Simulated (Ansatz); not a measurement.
System: Ru, space group Fm-3m (No. 225) (one of a set of cubic test structures, which need not be the stable phase).

Input of one of the runs behind the figure:
```
crystal:
  lattice:
    - [0.0, 1.905661258799, 1.905661258799]
    - [1.905661258799, 0.0, 1.905661258799]
    - [1.905661258799, 1.905661258799, 0.0]
  atoms:
    - { symbol: Ru, position: [0, 0, 0] }
kpoints:
  mp_grid: { grid: [25, 25, 25] }
hamiltonian:
  xc: pbe
  pseudopotentials: { kind: paw }
scf:
  occupations: { method: fermi_dirac, width: 0.061225619053 }
output:
  forces: true
  stress: true
```

Launched with:
```bash
ansatz run input.yaml --threads 1
```

How it was computed, with Ansatz 0.2.0 development build: equation of state of a cubic crystal from periodic Kohn-Sham density functional theory without spin, third-order Birch-Murnaghan fit to the free energies; pressure corrected for the finite basis. Level: PBE.

structure type fcc; atoms in cell 1; space group number 225; lattice centring face-centred primitive; k mesh 25×25×25; occupation method Fermi–Dirac; occupation width 0.06123 eV; wave cutoff 420 eV; datasets soft-1 PAW; density tolerance 1e−07 eV; bands 12; density cutoff ratio 4; search for lower states default.

Describe the result: the energy above the lowest point and pressure against volume. The volume takes the values 13.01, 13.29, 13.56, 13.84, 14.12, 14.39, 14.67 Å³/atom.

A third-order Birch–Murnaghan fit gives V0 = 13.83 Å³/atom, B0 = 306 GPa and B′ = 4.9. The energy above the lowest point is 52.9 meV/atom at volume 13.01 Å³/atom and 43.2 meV/atom at 14.67 Å³/atom; the lowest computed point is at volume 13.84 Å³/atom (0.0 meV/atom), in a single well. The pressure falls from 21.8 GPa at volume 13.01 Å³/atom to −15.6 GPa at 14.67 Å³/atom, and changes sign near 13.83 Å³/atom.

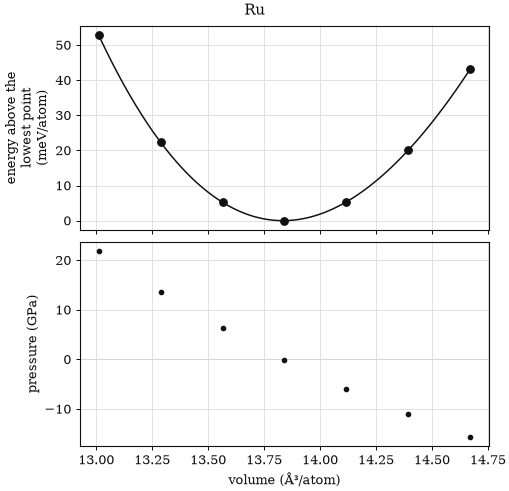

Caveats: cubic model structure, not the ambient form.
